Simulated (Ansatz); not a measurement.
Consider Si3Ge.

The calculation's input:

```
crystal:
  lattice:
    - [3.6326100659, 0.0, 0.0]
    - [-1.8163050329, 3.1459325991, 0.0]
    - [0.0, 0.0, 6.0373573376]
  atoms:
    - { symbol: Si, position: [0.0, 0.0, 0.7660430102] }
    - { symbol: Si, position: [0.3333333333, 0.6666666667, 0.0] }
    - { symbol: Si, position: [0.0, 0.0, 0.2339569898] }
    - { symbol: Ge, position: [0.6666666667, 0.3333333333, 0.5] }
basis:
  ecutwfc: 420
kpoints:
  mp_grid: { grid: [12, 12, 8] }
hamiltonian:
  xc: pbe
scf:
  occupations: { method: gaussian, width: 0.1 }
output:
  forces: true
  stress: true
  eigenvalues: true
  write_density: true
  write_potential: true
  elf: true
  volumetric_format: npy
relax:
  adjacent_minimum: "off"
  f_tol: 0.01
  max_steps: 80
  cell: { stress_tol: 0.05 }
```

Run with:

```sh
ansatz run input.yaml --threads 1 --pin off --max-ram 2048MiB --backend cpu --events-out ev --progress --plain --runs-dir out
```

Below, planes, directions and counts refer to the conventional cell (a = 3.64 Å, b = 3.64 Å, c = 6.03 Å, α = 90.00°, β = 90.00°, γ = 120.00°).

The fields are those of the relaxed geometry.

Space group P-6m2; a structure generated by program, which may or may not match a known phase.

Method: DFT PBE, scalar-relativistic, plane waves, PAW (Ansatz 0.2.0).

Question: What can the converged valence pseudo-density and electron localisation function tell about the bonding?

Answer: Si–Si (2.52 Å): ρ at the midpoint is about 0.4 e/Å³; the ELF peaks at about 0.85 between the atoms.
Si–Ge (2.65 Å): ρ at the midpoint is about 0.33 e/Å³; the ELF peaks at about 0.80 in the valence shell of Si, 0.9 Å from its nucleus, and is about 0.65 at the midpoint.

Question: Metal or insulator at this level of theory?

Answer: It is gapless in this calculation (a metal or semimetal).

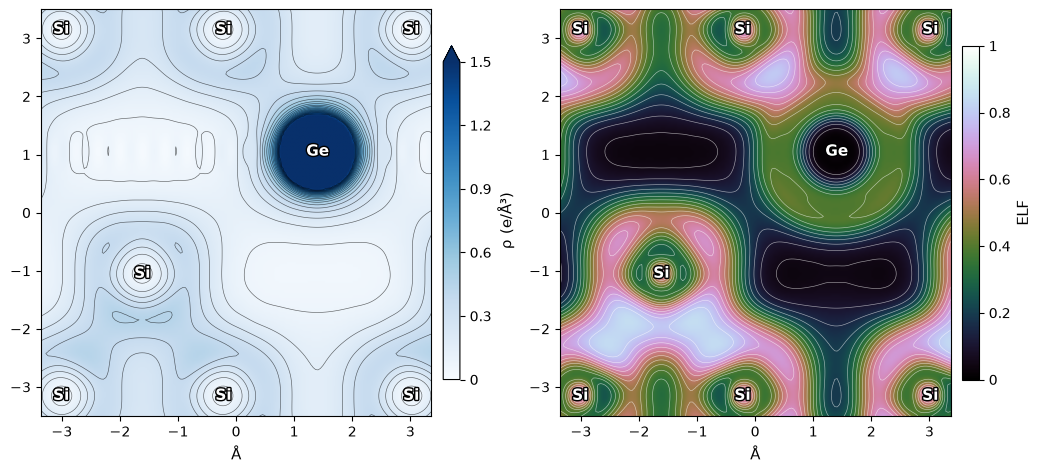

Computed valence pseudo-density and electron localisation function on the (110) plane of the conventional cell, in this order. 

The density is the valence pseudo-density of a PAW calculation; it isn't the true density close to the nuclei.
